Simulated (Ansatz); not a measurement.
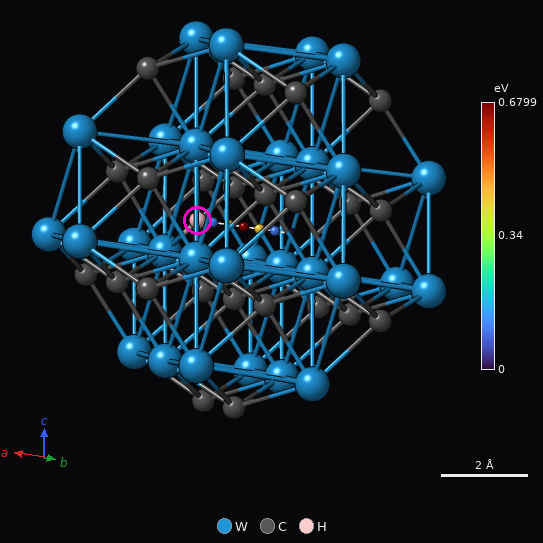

NEB run on a defect cell of composition HW8C8 (17 atoms in the cell). Images are numbered from 0 (start) to 6 (end). The start is drawn whole; smaller spheres mark the moving atoms (H) in the later images, joined by lines and coloured by the energy of the image relative to the start. A ball-and-stick model of the atoms within 4.7 Å of the middle of the path, seen from a free direction. The moving atom is ringed, with any periodic copies. Bonds to atoms that aren't drawn are left out.

Theory: Ansatz 0.2.0, DFT PBEsol, scalar-relativistic, plane waves, PAW.

Input
```yaml
crystal:
  lattice:
    - [0.0, 0.0, -5.6555137123]
    - [-2.8984787826, -5.020312516, 0.0]
    - [-2.8984787825, 5.0203125161, 0.0]
  atoms:
    - { symbol: W, position: [0.4987279803, 0.5000004537, 0.4999995517] }
    - { symbol: W, position: [0.9991739867, 0.4999995773, 0.4999988054] }
    - { symbol: W, position: [0.5000008255, 0.5008283432, 0.0004137073] }
    - { symbol: W, position: [1.0004479941, 0.4909049292, -0.0045484599] }
    - { symbol: W, position: [0.499998598, 0.9995868301, 0.4991729603] }
    - { symbol: W, position: [1.0004455717, 1.0045475414, 0.5090954177] }
    - { symbol: W, position: [0.4999991745, 0.9995864507, 0.0004137721] }
    - { symbol: W, position: [1.0004459809, 1.0045473071, -0.0045481677] }
    - { symbol: C, position: [0.2524682956, 0.1666671207, 0.8333331413] }
    - { symbol: C, position: [0.7485371125, 0.1666670894, 0.8333335254] }
    - { symbol: C, position: [0.2501367115, 0.1688838404, 0.3344417356] }
    - { symbol: C, position: [0.7476359963, 0.1710009893, 0.335500648] }
    - { symbol: C, position: [0.250137247, 0.6655595432, 0.8311171297] }
    - { symbol: C, position: [0.7476369185, 0.6645000715, 0.828999311] }
    - { symbol: C, position: [0.2501365104, 0.6655594686, 0.3344417039] }
    - { symbol: C, position: [0.7476365005, 0.6645002312, 0.3355005513] }
    - { symbol: H, position: [0.9490955759, 0.8333342785, 0.1666687856] }
basis:
  ecutwfc: 420
  xc_grid: 2
kpoints:
  mp_grid: { grid: [4, 5, 5], shift: [0.5, 0.0, 0.0] }
hamiltonian:
  xc: pbesol
scf:
  occupations: { method: gaussian, width: 0.1 }
output:
  forces: true
neb:
  images: 5
  f_tol: 0.05
  max_iterations: 70
  order_check: false
  final_atoms:
    - { symbol: W, position: [0.5008260133, 0.4999995773, 0.4999988054] }
    - { symbol: W, position: [1.0012720197, 0.5000004537, 0.4999995517] }
    - { symbol: W, position: [0.4995520059, 0.4909049292, -0.0045484599] }
    - { symbol: W, position: [0.9999991745, 0.5008283432, 0.0004137073] }
    - { symbol: W, position: [0.4995544283, 1.0045475414, 0.5090954177] }
    - { symbol: W, position: [1.000001402, 0.9995868301, 0.4991729603] }
    - { symbol: W, position: [0.4995540191, 1.0045473071, -0.0045481677] }
    - { symbol: W, position: [1.0000008255, 0.9995864507, 0.0004137721] }
    - { symbol: C, position: [0.2475317044, 0.1666671207, 0.8333331413] }
    - { symbol: C, position: [0.7514628875, 0.1666670894, 0.8333335254] }
    - { symbol: C, position: [0.2498632885, 0.1688838404, 0.3344417356] }
    - { symbol: C, position: [0.7523640037, 0.1710009893, 0.335500648] }
    - { symbol: C, position: [0.249862753, 0.6655595432, 0.8311171297] }
    - { symbol: C, position: [0.7523630815, 0.6645000715, 0.828999311] }
    - { symbol: C, position: [0.2498634896, 0.6655594686, 0.3344417039] }
    - { symbol: C, position: [0.7523634995, 0.6645002312, 0.3355005513] }
    - { symbol: H, position: [0.5509044241, 0.8333342785, 0.1666687856] }
```

Run as
```bash
ansatz run input.yaml --threads 4 --pin off --max-ram 10240MiB --backend cpu --events-out ev --progress --plain --runs-dir out
```

Question: Describe the path and its energy.

Answer: The H atom travels furthest, 2.25 Å from end to end, along −a, on a straight line. At the highest image its nearest neighbour (C) is 1.69 Å away, against 1.74 Å at the start. The two ends have the same energy, and the highest point, image 3, lies 0.68 eV above the start. The band converged in 3 iterations, with a climbing image at the top.

Limits of the set-up: the periodic images lie only 5.7 Å apart, so the values are limited by the cell's size.
